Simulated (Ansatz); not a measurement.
# Nudged elastic band, with input and output: MgSi₃₂ (charge +2) (part 3 of 3)

The same run, continued: MgSi₃₂ (defect cell, 33 atoms in the cell, total charge +2); DFT PBE, scalar-relativistic, plane waves, PAW, no spin polarisation (Ansatz 0.2.0); cutoff 420 eV, 2×2×2 k-mesh, Gaussian smearing of 0.02 eV. The structure derives from a Materials Project entry. It belongs to a series of runs on one base structure; here: climbing-image band for the jump of Mg by 2.37 A.

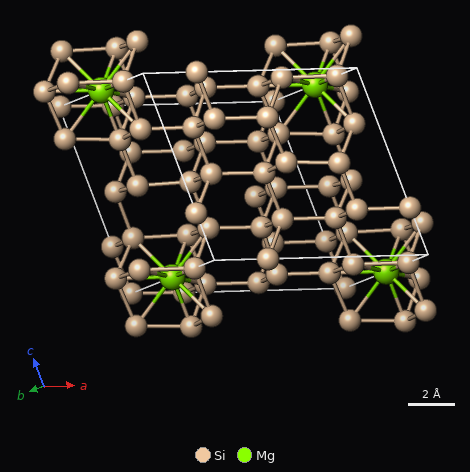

*The starting structure (ball-and-stick view of the cell of the calculation, seen at an oblique angle; bonded neighbours outside the cell are drawn too).*

The last band as extended XYZ (Å, eV, eV/Å)
```
33
Lattice="-5.4701 5.4701 -5.4701 5.4701 5.4701 5.4701 5.4701 -5.4701 -5.4701" Properties=species:S:1:pos:R:3:forces:R:3 image=0 energy=-22281.49274
Si    4.0828   -1.3688   -4.1012   -0.0006  -0.0002   0.0000
Si    6.7549   -1.2849   -1.2846    0.0001   0.0006  -0.0022
Si    1.3689    1.3689   -4.0828    0.0001   0.0003  -0.0001
Si    4.1012    4.1012   -4.0828   -0.0002   0.0000   0.0001
Si    4.1011    1.3690   -1.3877   -0.0002   0.0003   0.0002
Si    1.3689   -1.3875   -6.8390    0.0000   0.0002  -0.0004
Si    6.8574    1.3688    1.3689    0.0003   0.0005  -0.0001
Si   -1.3688    4.0829   -4.1012   -0.0003  -0.0004  -0.0002
Si    1.3689    4.1012   -1.3874    0.0004  -0.0003  -0.0004
Si   -1.3877    1.3691   -6.8391    0.0005   0.0000  -0.0002
Si    1.2845    1.2844    1.2847    0.0011   0.0021  -0.0006
Si    4.1858    4.1857    1.2846   -0.0021  -0.0012   0.0001
Si    1.3875   -1.3689   -1.3689   -0.0001   0.0001  -0.0005
Si   -1.2851    6.7551   -1.2849    0.0005   0.0001  -0.0013
Si    1.3688    6.8574    1.3688    0.0004   0.0005   0.0001
Si   -1.3690    1.3877   -1.3690    0.0000  -0.0004  -0.0003
Si    2.7350   -0.0001   -2.7352    0.0000   0.0001   0.0000
Si    5.4066    0.0636    0.0632   -0.0003   0.0000   0.0009
Si    0.0000    2.7351   -2.7351   -0.0002  -0.0001  -0.0001
Si    2.7350    5.4700   -2.7352    0.0002   0.0002  -0.0001
Si    2.7351    2.7351   -0.0437   -0.0002   0.0001  -0.0005
Si    0.0635    0.0638   -5.5340    0.0002  -0.0001   0.0005
Si    5.5137    2.7352    2.7350    0.0007  -0.0003   0.0000
Si   -2.7352    5.4266   -2.7351    0.0004  -0.0012  -0.0001
Si    0.0632    5.4069    0.0631    0.0005  -0.0008   0.0012
Si   -2.7351    2.7351   -5.4699    0.0002   0.0000  -0.0003
Si    5.4265   -2.7351   -2.7351   -0.0013   0.0005  -0.0002
Si    2.7351    5.5137    2.7350   -0.0004   0.0008  -0.0001
Si   -0.0636   -0.0634   -0.0638   -0.0001  -0.0004   0.0006
Si    2.7350    2.7351   -5.4266    0.0001   0.0001   0.0018
Si    5.4701    2.7351   -2.7352   -0.0002   0.0001   0.0000
Si    2.7350   -2.7350   -5.4699    0.0000   0.0000  -0.0003
Mg    2.7349    2.7355    2.7342    0.0005  -0.0012   0.0025
33
Lattice="-5.4701 5.4701 -5.4701 5.4701 5.4701 5.4701 5.4701 -5.4701 -5.4701" Properties=species:S:1:pos:R:3:forces:R:3 image=1 energy=-22281.21776
Si    4.0901   -1.3612   -4.1090   -0.0135   0.0180  -0.0180
Si    6.7465   -1.2764   -1.2347   -0.0455   0.0456  -0.1095
Si    1.3862    1.3750   -4.0812   -0.0202   0.0060  -0.0092
Si    4.0952    4.0839   -4.0812   -0.0060   0.0202  -0.0092
Si    4.1314    1.3388   -1.4112   -0.0719   0.0719   0.0434
Si    1.3862   -1.3889   -6.8451   -0.0202   0.0092  -0.0060
Si    6.8591    1.3750    1.3861   -0.0092   0.0060  -0.0202
Si   -1.3749    4.0812   -4.0840   -0.0060   0.0092  -0.0202
Si    1.3612    4.1089   -1.3800   -0.0180   0.0180  -0.0136
Si   -1.4111    1.3388   -6.8089    0.0434   0.0719  -0.0719
Si    1.2764    1.2347    1.2763   -0.0455   0.1094  -0.0457
Si    4.2355    4.1938    1.2763   -0.1094   0.0456  -0.0457
Si    1.3890   -1.3862   -1.3750   -0.0092   0.0202  -0.0060
Si   -1.3502    6.8203   -1.3503    0.0293  -0.0293   0.0293
Si    1.3612    6.8501    1.3611   -0.0180   0.0135  -0.0180
Si   -1.3387    1.4111   -1.3388   -0.0719  -0.0434  -0.0719
Si    2.7356   -0.0141   -2.7389   -0.0033   0.0236  -0.0026
Si    5.4019    0.0683    0.0929   -0.0240   0.0240  -0.0207
Si    0.0142    2.7388   -2.7346   -0.0236   0.0026  -0.0033
Si    2.7313    5.4560   -2.7346   -0.0026   0.0236  -0.0033
Si    2.7573    2.7128   -0.0975   -0.0829   0.0829   0.1115
Si    0.0930    0.0683   -5.5384   -0.0207   0.0240  -0.0240
Si    5.4926    2.7402    2.7299   -0.0006   0.0391  -0.0391
Si   -2.7401    5.4476   -2.7402   -0.0391   0.0006  -0.0391
Si    0.0196    5.4506    0.0195    0.0084  -0.0084   0.0084
Si   -2.7388    2.7345   -5.4560   -0.0026   0.0033  -0.0236
Si    5.3727   -2.7573   -2.7129    0.1114   0.0828  -0.0829
Si    2.7573    5.5675    2.7572   -0.0828  -0.1114  -0.0829
Si   -0.0682   -0.0930   -0.0683   -0.0240   0.0207  -0.0240
Si    2.7300    2.7401   -5.4477   -0.0391   0.0391  -0.0006
Si    5.4843    2.7345   -2.7389   -0.0236   0.0033  -0.0026
Si    2.7356   -2.7313   -5.4560   -0.0033   0.0026  -0.0236
Mg    2.5263    2.9439    2.5261    0.6441  -0.6443   0.6447
33
Lattice="-5.4701 5.4701 -5.4701 5.4701 5.4701 5.4701 5.4701 -5.4701 -5.4701" Properties=species:S:1:pos:R:3:forces:R:3 image=2 energy=-22280.67746
Si    4.0886   -1.3604   -4.1097   -0.0147   0.0208  -0.0208
Si    6.7570   -1.2869   -1.2031   -0.0568   0.0569  -0.0310
Si    1.3864    1.3796   -4.0852   -0.0086   0.0108  -0.0031
Si    4.0906    4.0837   -4.0852   -0.0108   0.0086  -0.0031
Si    4.1500    1.3201   -1.4340   -0.0518   0.0518   0.0241
Si    1.3864   -1.3850   -6.8497   -0.0086   0.0031  -0.0109
Si    6.8551    1.3796    1.3863   -0.0031   0.0108  -0.0086
Si   -1.3795    4.0851   -4.0838   -0.0108   0.0031  -0.0086
Si    1.3605    4.1097   -1.3816   -0.0209   0.0208  -0.0148
Si   -1.4339    1.3202   -6.7903    0.0241   0.0518  -0.0518
Si    1.2869    1.2030    1.2868   -0.0568   0.0310  -0.0570
Si    4.2672    4.1833    1.2868   -0.0310   0.0569  -0.0570
Si    1.3850   -1.3864   -1.3796   -0.0031   0.0086  -0.0109
Si   -1.3676    6.8377   -1.3677   -0.0052   0.0052  -0.0052
Si    1.3605    6.8516    1.3604   -0.0209   0.0147  -0.0208
Si   -1.3201    1.4339   -1.3202   -0.0518  -0.0241  -0.0518
Si    2.7291   -0.0163   -2.7453   -0.0045   0.0126  -0.0051
Si    5.4037    0.0664    0.0931   -0.0339   0.0339   0.0094
Si    0.0163    2.7452   -2.7411   -0.0125   0.0051  -0.0044
Si    2.7249    5.4538   -2.7411   -0.0051   0.0125  -0.0045
Si    2.7784    2.6917   -0.1429   -0.0789   0.0790   0.0522
Si    0.0933    0.0664   -5.5366    0.0094   0.0339  -0.0339
Si    5.4869    2.7337    2.7363   -0.0106   0.0319  -0.0319
Si   -2.7336    5.4533   -2.7337   -0.0319   0.0106  -0.0319
Si    0.0098    5.4603    0.0097   -0.0059   0.0059  -0.0059
Si   -2.7452    2.7410   -5.4539   -0.0051   0.0045  -0.0126
Si    5.3273   -2.7784   -2.6918    0.0522   0.0789  -0.0790
Si    2.7784    5.6129    2.7783   -0.0789  -0.0522  -0.0791
Si   -0.0664   -0.0932   -0.0665   -0.0339  -0.0094  -0.0339
Si    2.7365    2.7337   -5.4534   -0.0319   0.0319  -0.0106
Si    5.4864    2.7410   -2.7453   -0.0125   0.0044  -0.0050
Si    2.7291   -2.7249   -5.4539   -0.0045   0.0051  -0.0126
Mg    2.2919    3.1783    2.2917    0.6192  -0.6195   0.6200
33
Lattice="-5.4701 5.4701 -5.4701 5.4701 5.4701 5.4701 5.4701 -5.4701 -5.4701" Properties=species:S:1:pos:R:3:forces:R:3 image=4 energy=-22280.67795
Si    4.0858   -1.3661   -4.1041    0.0109  -0.0320   0.0320
Si    6.7943   -1.3241   -1.2248    0.0791  -0.0790  -0.0529
Si    1.3777    1.3839   -4.0968    0.0050  -0.0126   0.0046
Si    4.0863    4.0925   -4.0968    0.0126  -0.0051   0.0046
Si    4.1690    1.3012   -1.4609    0.0340  -0.0341  -0.0095
Si    1.3777   -1.3734   -6.8541    0.0050  -0.0045   0.0126
Si    6.8436    1.3839    1.3775    0.0046  -0.0126   0.0051
Si   -1.3838    4.0967   -4.0926    0.0126  -0.0046   0.0051
Si    1.3662    4.1040   -1.3844    0.0320  -0.0320   0.0108
Si   -1.4608    1.3012   -6.7714   -0.0094  -0.0340   0.0340
Si    1.3242    1.2248    1.3241    0.0791   0.0529   0.0790
Si    4.2454    4.1460    1.3241   -0.0529  -0.0791   0.0790
Si    1.3735   -1.3776   -1.3840    0.0045  -0.0051   0.0126
Si   -1.3773    6.8475   -1.3775    0.0059  -0.0059   0.0059
Si    1.3662    6.8545    1.3660    0.0320  -0.0109   0.0320
Si   -1.3011    1.4608   -1.3013    0.0340   0.0094   0.0341
Si    2.7175   -0.0119   -2.7541    0.0031  -0.0110   0.0086
Si    5.4227    0.0475    0.0662    0.0519  -0.0519  -0.0242
Si    0.0120    2.7540   -2.7527    0.0110  -0.0086   0.0031
Si    2.7161    5.4582   -2.7527    0.0086  -0.0110   0.0031
Si    2.8158    2.6544   -0.1646    0.0567  -0.0566   0.0306
Si    0.0664    0.0475   -5.5177   -0.0242  -0.0519   0.0520
Si    5.4841    2.7281    2.7420    0.0148  -0.0210   0.0210
Si   -2.7280    5.4562   -2.7281    0.0209  -0.0148   0.0210
Si    0.0000    5.4701   -0.0001    0.0053  -0.0053   0.0053
Si   -2.7539    2.7526   -5.4582    0.0086  -0.0031   0.0109
Si    5.3056   -2.8156   -2.6545    0.0307  -0.0566   0.0565
Si    2.8157    5.6346    2.8156    0.0567  -0.0307   0.0564
Si   -0.0474   -0.0663   -0.0476    0.0519   0.0242   0.0519
Si    2.7421    2.7281   -5.4562    0.0209  -0.0209   0.0147
Si    5.4821    2.7526   -2.7541    0.0110  -0.0031   0.0086
Si    2.7176   -2.7161   -5.4582    0.0031  -0.0086   0.0109
Mg    1.8105    3.6597    1.8103   -0.6204   0.6200  -0.6195
33
Lattice="-5.4701 5.4701 -5.4701 5.4701 5.4701 5.4701 5.4701 -5.4701 -5.4701" Properties=species:S:1:pos:R:3:forces:R:3 image=5 energy=-22281.21886
Si    4.0801   -1.3726   -4.0976    0.0007  -0.0390   0.0390
Si    6.8154   -1.3453   -1.2703    0.0829  -0.0828  -0.1117
Si    1.3713    1.3818   -4.1033    0.0026  -0.0236   0.0034
Si    4.0884    4.0989   -4.1033    0.0236  -0.0026   0.0034
Si    4.1708    1.2994   -1.4607    0.0240  -0.0240   0.0208
Si    1.3713   -1.3669   -6.8519    0.0026  -0.0034   0.0236
Si    6.8371    1.3817    1.3711    0.0034  -0.0236   0.0026
Si   -1.3817    4.1032   -4.0990    0.0236  -0.0034   0.0026
Si    1.3727    4.0975   -1.3902    0.0390  -0.0390   0.0007
Si   -1.4605    1.2994   -6.7695    0.0208  -0.0240   0.0240
Si    1.3453    1.2703    1.3452    0.0829   0.1118   0.0828
Si    4.1999    4.1249    1.3452   -0.1118  -0.0829   0.0828
Si    1.3670   -1.3712   -1.3818    0.0034  -0.0026   0.0236
Si   -1.3871    6.8573   -1.3873   -0.0084   0.0084  -0.0084
Si    1.3727    6.8602    1.3725    0.0390  -0.0007   0.0390
Si   -1.2993    1.4606   -1.2995    0.0240  -0.0208   0.0240
Si    2.7136   -0.0073   -2.7539    0.0092  -0.0061   0.0202
Si    5.4414    0.0288    0.0434    0.0719  -0.0719  -0.0435
Si    0.0074    2.7538   -2.7566    0.0061  -0.0202   0.0092
Si    2.7164    5.4628   -2.7566    0.0202  -0.0061   0.0092
Si    2.8263    2.6439   -0.1329    0.0453  -0.0452   0.1092
Si    0.0435    0.0288   -5.4990   -0.0434  -0.0719   0.0719
Si    5.4826    2.7288    2.7412    0.0135  -0.0180   0.0180
Si   -2.7287    5.4577   -2.7289    0.0180  -0.0135   0.0180
Si   -0.0174    5.4876   -0.0175   -0.0293   0.0294  -0.0294
Si   -2.7537    2.7565   -5.4628    0.0202  -0.0092   0.0061
Si    5.3374   -2.8261   -2.6440    0.1093  -0.0453   0.0451
Si    2.8262    5.6029    2.8261    0.0454  -0.1093   0.0450
Si   -0.0287   -0.0434   -0.0289    0.0719   0.0435   0.0719
Si    2.7414    2.7288   -5.4578    0.0180  -0.0180   0.0135
Si    5.4775    2.7566   -2.7539    0.0061  -0.0092   0.0202
Si    2.7136   -2.7163   -5.4628    0.0092  -0.0202   0.0061
Mg    1.5759    3.8943    1.5756   -0.6438   0.6435  -0.6431
33
Lattice="-5.4701 5.4701 -5.4701 5.4701 5.4701 5.4701 5.4701 -5.4701 -5.4701" Properties=species:S:1:pos:R:3:forces:R:3 image=6 energy=-22281.49274
Si    4.0590   -1.3674   -4.1026   -0.0012  -0.0004  -0.0001
Si    6.8376   -1.3675   -1.3241    0.0001  -0.0001   0.0018
Si    1.3676    1.3675   -4.1027    0.0001   0.0002   0.0000
Si    4.1025    4.1027   -4.1027    0.0002  -0.0002  -0.0001
Si    4.1663    1.3040   -1.4314   -0.0001  -0.0002   0.0005
Si    1.3676   -1.3675   -6.8374    0.0000  -0.0002  -0.0003
Si    6.8377    1.3675    1.3674   -0.0001   0.0002  -0.0001
Si   -1.3676    4.1026   -4.1027    0.0001   0.0000   0.0000
Si    1.3676    4.1026   -1.4112    0.0001   0.0002  -0.0005
Si   -1.4307    1.3043   -6.7745   -0.0008  -0.0005   0.0012
Si    1.3676    1.3239    1.3674   -0.0003  -0.0007   0.0000
Si    4.1462    4.1025    1.3675    0.0008   0.0004  -0.0001
Si    1.3676   -1.3675   -1.3673    0.0000   0.0000  -0.0003
Si   -1.4309    6.9013   -1.4313   -0.0004   0.0001   0.0006
Si    1.3675    6.8812    1.3675    0.0004   0.0013  -0.0002
Si   -1.3040    1.4311   -1.3043    0.0000   0.0003   0.0009
Si    2.7151   -0.0014   -2.7365    0.0002   0.0000  -0.0004
Si    5.4715   -0.0014    0.0198    0.0003  -0.0001  -0.0001
Si    0.0015    2.7365   -2.7552    0.0003   0.0002   0.0002
Si    2.7337    5.4688   -2.7550   -0.0003  -0.0004  -0.0004
Si    2.8182    2.6518   -0.0830   -0.0012   0.0021   0.0001
Si    0.0198   -0.0013   -5.4688    0.0005  -0.0004   0.0001
Si    5.4903    2.7366    2.7336   -0.0004   0.0000  -0.0003
Si   -2.7365    5.4501   -2.7364    0.0000   0.0001  -0.0005
Si   -0.0831    5.5531   -0.0828    0.0021  -0.0011  -0.0006
Si   -2.7363    2.7548   -5.4688   -0.0002   0.0006   0.0000
Si    5.3876   -2.8175   -2.6524    0.0001  -0.0005  -0.0013
Si    2.8177    5.5528    2.8180    0.0006  -0.0001  -0.0022
Si    0.0013   -0.0198    0.0014    0.0005  -0.0003  -0.0001
Si    2.7337    2.7364   -5.4504    0.0000   0.0002   0.0001
Si    5.4716    2.7553   -2.7366    0.0000  -0.0005  -0.0002
Si    2.7153   -2.7337   -5.4687   -0.0004   0.0003  -0.0002
Mg    1.3679    4.1027    1.3667   -0.0012  -0.0005   0.0025
```

Key numbers

```tsv
quantity	value
outcome	converged
barrier, forward	1.071 eV
barrier, backward	1.071 eV
electrons treated	136
wall time	4.8 min (CPU time 13 min)
peak memory	2.8 GiB
```

Notes

The order of the saddle point was not checked.
